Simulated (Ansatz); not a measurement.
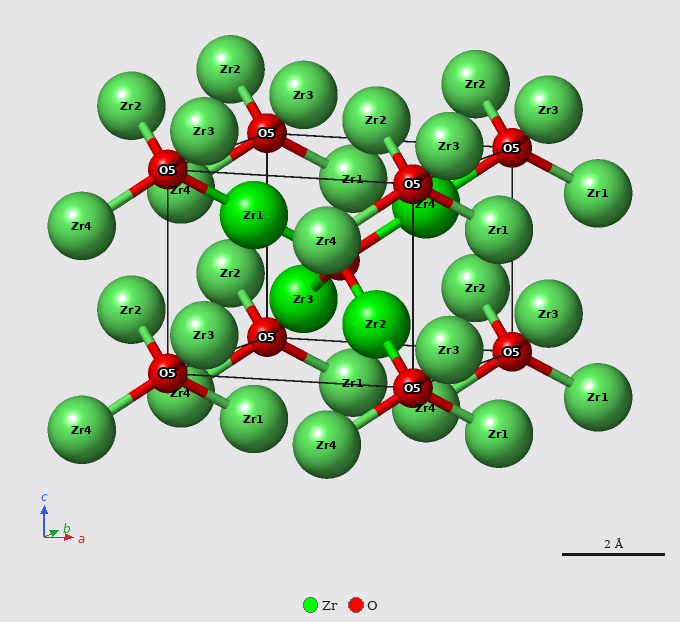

**Figure 1.** The input geometry (ball-and-stick view of the cell of the calculation, seen slightly off an axis; neighbours outside the cell are drawn fainter; atoms are numbered from 1 in the order of the input). An atom can appear more than once, as a periodic image. Near neighbours in the periodic cell (some may lie outside the picture): Zr has 2 O at 2.11 Å; O has 4 Zr at 2.11 Å.

Single-point calculation of Zr2O

- system: Zr2O (6 atoms in the cell)
- method: DFT PBEsol, scalar-relativistic, plane waves, PAW, no spin polarisation (Ansatz 0.2.0)

The structure derives from a Materials Project entry. It belongs to a series of runs on one base structure; here: ratio of the length along z to the lengths across it x 0.78, volume and fractional coordinates fixed. Figures and captions count atoms from 1; the log counts them from 0 in places.

Input file:
```yaml
crystal:
  lattice:
    - [5.2147774207, 0.0, 0.0]
    - [0.0, 5.2147774207, 0.0]
    - [0.0, 0.0, 4.0675263881]
  atoms:
    - { symbol: Zr, position: [0.25, 0.25, 0.75] }
    - { symbol: Zr, position: [0.75, 0.25, 0.25] }
    - { symbol: Zr, position: [0.25, 0.75, 0.25] }
    - { symbol: Zr, position: [0.75, 0.75, 0.75] }
    - { symbol: O, position: [0.0, 0.0, 0.0] }
    - { symbol: O, position: [0.5, 0.5, 0.5] }
basis:
  ecutwfc: 420
kpoints:
  mp_grid: { grid: [12, 12, 12] }
hamiltonian:
  xc: pbesol
scf:
  occupations: { method: gaussian, width: 0.15 }
output:
  forces: true
  stress: true
  eigenvalues: true
  write_density: true
  write_potential: true
  elf: true
  volumetric_format: npy
```

Hardware: 1 thread of Intel Xeon @ 2.70GHz, 189 GiB of memory available, shared host.

Run as:
```bash
ansatz run input.yaml --threads 1 --pin off --max-ram 2560MiB --backend cpu --events-out ev --progress --plain --runs-dir out
```

The program's output:
```
Engine: ansatz 0.2.0, x86_64-unknown-linux-gnu
Pseudopotentials: kind: paw
Pseudopotential: Zr, paw, valence charge 12, recommended cutoff 420 eV (normal), Zr.paw.azcp
Pseudopotential: O, paw, valence charge 6, recommended cutoff 420 eV (normal), O.paw.azcp
Functional definition: PBEsol
  exchange = pbesol_x
  correlation = pbesol_c
Crystal: 6 atoms, lattice volume = 110.612 Å³
Basis set: ecut = 420 eV, 2165 PW (Γ), exchange–correlation on 72×72×60 points (8 copies of the dense FFT grid, shifted against one another)
Bands: 36, of which v1, the nominal top of the filled ones, is band 30 counted from 1 (29 counted from 0)
Symmetry: 16 space group operations
Space group: P42/nnm (ITA 134), of the structure as read, at distance tolerance 4.8e-5 Å
k-points: 196 of 1728
Non-local potential: Zr, projectors of the file, l = 0: 3, l = 1: 2, l = 2: 2, l = 3: 2
Non-local potential: O, projectors of the file, l = 0: 2, l = 1: 2, l = 2: 1
PAW form: soft (Blöchl's): semilocal exchange-correlation on the pseudo side does not see the compensation charge
PAW frozen core: Zr, regenerated for the run's functional, and the local potential with it (the file was generated under x = pbe(κ = 0.804, μ = 0.2195149727645171), c = pbe(β = 0.06672455060314922))
PAW frozen core: O, regenerated for the run's functional, and the local potential with it (the file was generated under x = pbe(κ = 0.804, μ = 0.2195149727645171), c = pbe(β = 0.06672455060314922))
PAW one-centre angular grid: Zr, 590 points (default); XC on 64 Gauss nodes
PAW one-centre angular grid: O, 110 points (default); XC on 64 Gauss nodes
Initial density: superposition of atomic densities (neutral atoms: chi_scale 0, normalization atom), corrected by the library's trained network
Initial wavefunctions: pseudopotential atomic-orbital guess
Functional: x = pbesol(κ = 0.804, μ = 0.12345679012345678), c = pbesol(β = 0.046)
SCF iter   1: F=—  HF=-17640.440258 eV  |F-HF|=—  |Δ(HF+E_count)|=         —  Δρ=9.07e-3  dr2=9.36e-2  ethr=1.77e-3  ⟨swp⟩=4.3  Hψ=27126  notcnv=0
preconditioner: auto → Kerker (q_TF=auto, 2.464 Å⁻¹)  [metal: Δε(μ)=0.003 eV  Ē_g=4.923 eV  σ=0.150 eV  W_gap=0.01  n_scr=30 (ndim 8)  ℏωp=17.3 eV  f_vac=0.000  D(μ)=5.78/eV (n_scr^D=46)]
SCF iter   2: F=—  HF=-17640.422905 eV  |F-HF|=—  |Δ(HF+E_count)|=   1.74e-2  Δρ=3.95e-3  dr2=2.00e-2  ethr=1.56e-4  ⟨swp⟩=2.0  Hψ=10210  notcnv=0
SCF iter   3: F=—  HF=-17640.419147 eV  |F-HF|=—  |Δ(HF+E_count)|=   3.76e-3  Δρ=1.96e-3  dr2=5.89e-3  ethr=3.34e-5  ⟨swp⟩=2.6  Hψ=9368  notcnv=0
SCF iter   4: F=—  HF=-17640.417818 eV  |F-HF|=—  |Δ(HF+E_count)|=   1.33e-3  Δρ=3.90e-4  dr2=1.33e-4  ethr=9.82e-6  ⟨swp⟩=2.1  Hψ=9513  notcnv=0
SCF iter   5: F=—  HF=-17640.417796 eV  |F-HF|=—  |Δ(HF+E_count)|=   2.14e-5  Δρ=5.90e-5  dr2=2.57e-6  ethr=2.22e-7  ⟨swp⟩=2.7  Hψ=13024  notcnv=0
SCF iter   6: F=—  HF=-17640.417701 eV  |F-HF|=—  |Δ(HF+E_count)|=   9.50e-5  Δρ=1.02e-5  dr2=8.32e-8  ethr=1.67e-10  ⟨swp⟩=9.3  Hψ=48462  notcnv=0
SCF iter   7: F=-17640.417701 eV  HF=-17640.417701 eV  |F-HF|=5.97e-10  |Δ(HF+E_count)|=   2.39e-8  Δρ=2.00e-6  dr2=4.17e-9  ethr=1.39e-10  ⟨swp⟩=5.7  Hψ=40172  notcnv=0
SCF 1 converged in 7 iterations: F = -17640.417701 eV  dr2 = 4.17e-9
  greatest PAW one-centre occupation: 0.997 electrons in one spin orbital (limit 2), on the Zr atom at site 3 (counted from 0), in its partial waves of l = 0
SCF converged after 7 iterations
Free energy (F): -17640.417701 eV
Harris-Foulkes:  -17640.417701 eV  (|F-HF|=5.97e-10)
Internal energy: -17640.351405 eV  (E = F + TS)
E sigma→0 (E₀):  -17640.384553 eV
Entropy (-TS):   -0.066296 eV (-11.049 meV/atom)
Fermi energy:    12.890958 eV
--- Per-component energies (eV) ---
  E_band       = -436.512815
  E_kinetic    = 1683.160801
  E_local      = -3471.942726  (includes V_loc(G=0)·N_el)
  E_nonlocal   = 421.857516
  E_hartree    = 1137.415195
  E_xc         = -786.552989
  E_vxc        = -947.147594  (∫ρ·V_xc dr)
  E_paw        = -11904.907934  (= ΣΔE_a)
  E_vpaw       = -397.278208  (= ΣTr[D̂ρ^β])
  E_aug_tail   = 0.005053  (compensation charges beyond the density's cutoff)
  E_ewald      = -4720.119778
  E_core_change = 0.733458  (= ΣΔE_core)
  E_smearing   = -0.066296  (= −TS)
  E_closure    = -0.000000  (closes the sum)
  Σ components = -17640.417701   (vs F -17640.417701, Δ=0.00e0)
--- Forces (eV/Å), atoms counted from 1 ---
  atom   1  Zr     0.00000000    -0.00000000    -0.00000000
  atom   2  Zr     0.00000000    -0.00000000    -0.00000000
  atom   3  Zr     0.00000000    -0.00000000    -0.00000000
  atom   4  Zr     0.00000000    -0.00000000    -0.00000000
  atom   5  O      0.00000000     0.00000000     0.00000000
  atom   6  O     -0.00000000     0.00000000    -0.00000000
  max |Σ_I F_I| component: 2.33e-28 eV/Å
--- Stress (GPa, compression-positive) ---
       -5.938701      -0.000000      -0.000000
       -0.000000      -5.938701      -0.000000
       -0.000000      -0.000000       2.875429
  P = ⅓ Tr σ = -3.0007 GPa (-30.007 kbar)
--- Band table (eV; the first three rows and the last of 196) ---
  k-point 0: bands = ["-36.1240", "-36.0309", "-36.0309", "-35.9801", "-15.4269", "-14.4344", "-14.4344", "-14.3150", "-14.2965", "-14.1669", "-14.0609", "-14.0609", "-13.8334", "-13.8328", "-13.8328", "-13.7800", "-7.6861", "-5.5631", "5.2975", "5.2975", "5.8094", "7.9919", "8.0194", "8.0194", "8.4258", "10.9046", "11.0382", "11.0382", "11.6395", "11.8562", "13.8505", "14.0049", "14.5840", "14.5840", "15.6206", "15.6864"]
  k-point 1: bands = ["-36.1215", "-36.0307", "-36.0307", "-35.9825", "-15.4092", "-14.4307", "-14.4307", "-14.3100", "-14.2878", "-14.1928", "-14.0629", "-14.0629", "-13.8463", "-13.8379", "-13.8379", "-13.7890", "-7.6453", "-5.5971", "5.3298", "5.3298", "5.8358", "7.8238", "7.9605", "7.9605", "8.6047", "11.0251", "11.1474", "11.1474", "11.6461", "11.8819", "13.8830", "13.8899", "14.5936", "14.5936", "15.4771", "15.6487"]
  k-point 2: bands = ["-36.1140", "-36.0304", "-36.0304", "-35.9894", "-15.3570", "-14.4204", "-14.4204", "-14.2946", "-14.2683", "-14.2623", "-14.0678", "-14.0678", "-13.8821", "-13.8527", "-13.8527", "-13.8151", "-7.5274", "-5.6972", "5.4212", "5.4212", "5.9117", "7.5396", "7.8076", "7.8076", "8.9449", "11.3523", "11.4500", "11.4500", "11.6703", "11.9436", "13.5779", "14.0073", "14.6261", "14.6261", "15.0357", "15.7214"]
  k-point 195: bands = ["-36.0515", "-36.0364", "-36.0364", "-36.0337", "-15.4338", "-14.5121", "-14.4889", "-14.4889", "-14.2132", "-14.2132", "-14.0231", "-13.9140", "-13.9068", "-13.8606", "-13.7925", "-13.7925", "-7.6609", "-5.5632", "5.4761", "5.4761", "5.6657", "7.5196", "7.8171", "7.8171", "10.3970", "10.3970", "11.4875", "12.1381", "12.4730", "13.8429", "13.8429", "14.3743", "14.3743", "14.5701", "15.2351", "15.3201"]
```

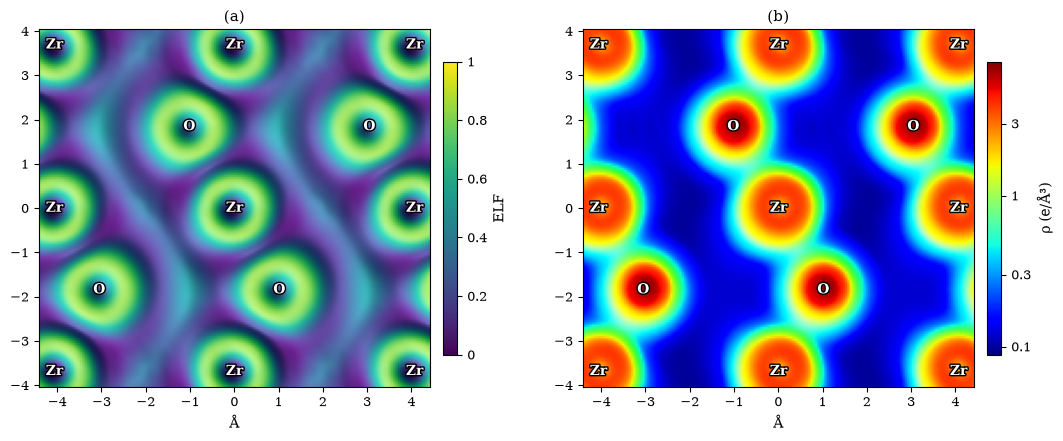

**Figure 2.** (a) electron localisation function; (b) valence electron density on the (11̄0) plane of the conventional cell. Atoms in the plane: Zr and O. Zr–O (2.11 Å): ρ at the midpoint is about 0.66 e/Å³; the ELF peaks at about 0.80 in the valence shell of O, 0.6 Å from its nucleus, and drops to about 0.20 between the two atoms; no shared pair; the contact is polar. Away from the nuclei the density in this plane falls to 0.09 e/Å³ at its lowest. The strong features right at Zr lie inside the PAW spheres (semicore, d or f shells) and say nothing about bonding. The fields are those of the smooth PAW valence density.

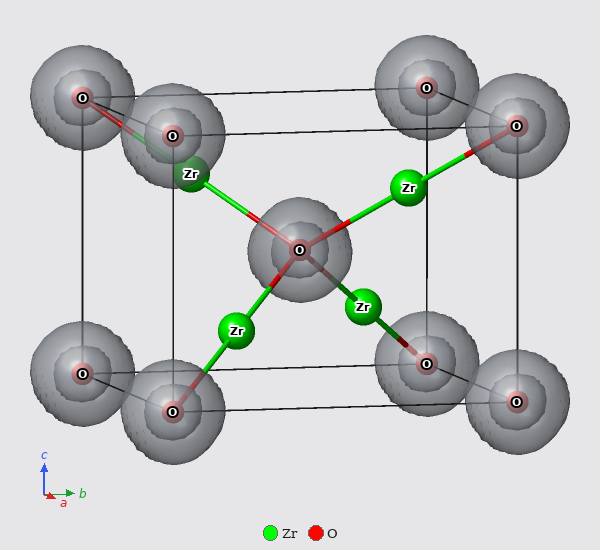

**Figure 3.** Isosurface of the ELF at 0.75 (grey), seen slightly off an axis. Only the valence region is drawn (cores and ρ < 0.01 e/Å³ removed). Sticks mark near contacts. The outline is the cell set on symmetry axes. Values along the shortest contacts: Zr–O (2.11 Å): the ELF peaks at about 0.80 in the valence shell of O, 0.6 Å from its nucleus, and drops to about 0.20 between the two atoms (a polar contact without a shared pair, in a metal).

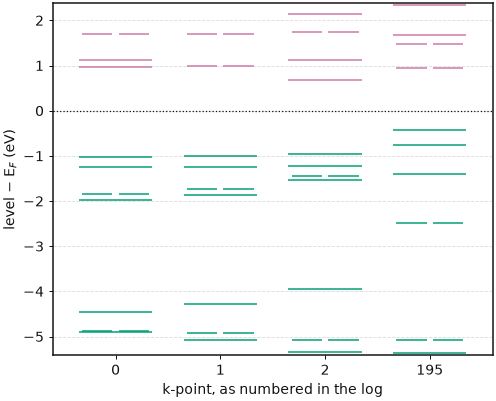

**Figure 4.** Kohn–Sham levels near the Fermi level (dotted) at the few k-points that the log prints; levels within 0.02 eV of each other stand side by side. The system is metallic on the full mesh.

Key numbers:

```tsv
quantity	value
outcome	converged
space group (tolerance 0.01 Å)	P4₂/nnm (134)
electrons treated	60
free energy	−17640.4177 eV
Fermi energy	12.891 eV
gap on the k-point mesh	none (metallic)
pressure	−3.00 GPa
largest force (length of the vector)	under 0.001 eV/Å
wall time	57 s
peak memory	0.76 GiB
```
